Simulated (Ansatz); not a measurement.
Structure of Sr:

```
Sr
1.0
     3.96735    0.00000    0.00000
     0.00000    3.96735    0.00000
     0.00000    0.00000    3.96735
Sr
1
Direct
  0.00000 0.00000 0.00000
```

Basis of the simulation: coordinates from a relaxation with DFT, RPBE, plane waves (420 eV) with PAW, scalar-relativistic (Ansatz); the starting structure was generated, so it need not be a known form of this composition.

Question: Predict radii and indices of the first 8 visible rings (3 % of the strongest or more) for λ = 0.4959 Å and a flat detector at 450 mm.

Answer:
```json
{"ring": "1", "radius": "56.6 mm", "2θ (°)": "7.17", "d (Å)": "3.97", "hkl": "100"}
{"ring": "2", "radius": "80.5 mm", "2θ (°)": "10.14", "d (Å)": "2.81", "hkl": "110"}
{"ring": "3", "radius": "99.2 mm", "2θ (°)": "12.43", "d (Å)": "2.29", "hkl": "111"}
{"ring": "4", "radius": "115.2 mm", "2θ (°)": "14.36", "d (Å)": "1.984", "hkl": "200"}
{"ring": "5", "radius": "129.6 mm", "2θ (°)": "16.07", "d (Å)": "1.774", "hkl": "210"}
{"ring": "6", "radius": "142.9 mm", "2θ (°)": "17.61", "d (Å)": "1.620", "hkl": "211"}
{"ring": "7", "radius": "167.0 mm", "2θ (°)": "20.36", "d (Å)": "1.403", "hkl": "220"}
{"ring": "8", "radius": "178.3 mm", "2θ (°)": "21.61", "d (Å)": "1.322", "hkl": "300/221"}
```

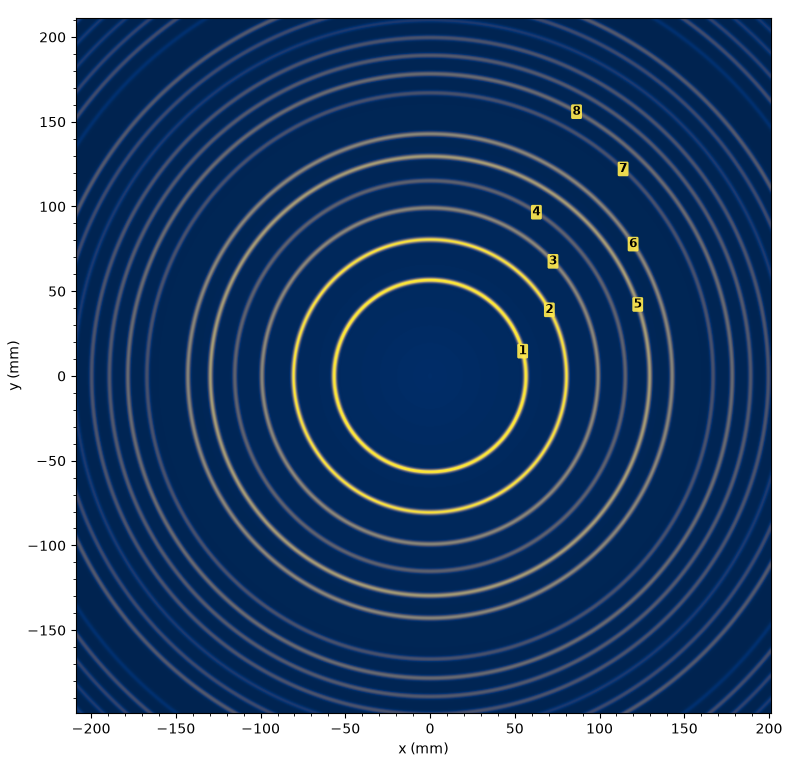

Simulated X-ray powder rings on a flat area detector normal to the beam: λ = 0.4959 Å, sample-to-detector distance 450 mm, axes in mm from the beam centre, for a fine-grained powder without texture. Kinematic intensities with B = 1.0 Å² for all atoms, without absorption; brightness goes as intensity to the power 0.6, clipped at the top. Reflections closer than the ring width show as one ring. The numbers mark the rings of the table.
